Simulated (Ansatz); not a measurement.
The structure in question:

```xyz
18
Lattice="6.8725 0.0000 0.0000 0.0000 6.8725 0.0000 0.0000 0.0000 4.2750" Properties=species:S:1:pos:R:3 pbc="T T T"
Ta    4.1608    1.4925    2.1375
Ta    1.9437    0.7245    0.0000
Ta    4.9288    6.1480    0.0000
Ta    2.7118    5.3800    2.1375
N     3.4363    3.4363    2.1375
N     2.1239    0.6291    2.1375
N     2.8072    5.5602    0.0000
N     4.0653    1.3124    0.0000
N     4.7487    6.2435    2.1375
Ta    0.7245    4.9288    0.0000
Ta    5.3800    4.1608    2.1375
Ta    1.4925    2.7118    2.1375
Ta    6.1480    1.9437    0.0000
N     0.0000    0.0000    0.0000
N     5.5602    4.0653    0.0000
N     6.2435    2.1239    2.1375
N     0.6291    4.7487    2.1375
N     1.3124    2.8072    0.0000
```

> Characterise the structure given above.

Formula: Ta$_{4}$N$_{5}$. It is body-centred tetragonal, space group I4/m (No. 87). In the cell are 8 Ta, 10 N, which makes 2 formula units. By contacts within bonding range, the coordination numbers are Ta 10 and N 4 to 5 (mean 4.8). Not all metal-metal contacts are counted.

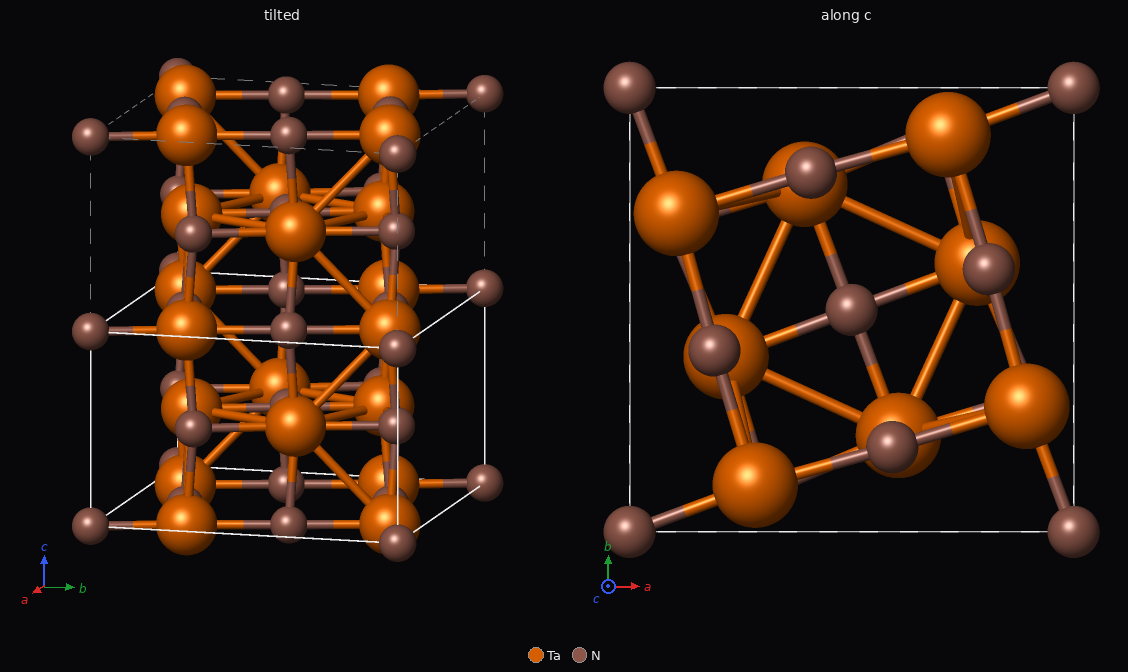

Crystal structure, ball-and-stick style, seen slightly off an axis and along the c axis. The structure is repeated 1×1×2 times; solid lines mark one conventional unit cell.

The initial geometry was a structure listed in the Materials Project. Earlier steps of the study may have refined or changed the cell and positions. It went into a calculation with Ansatz.
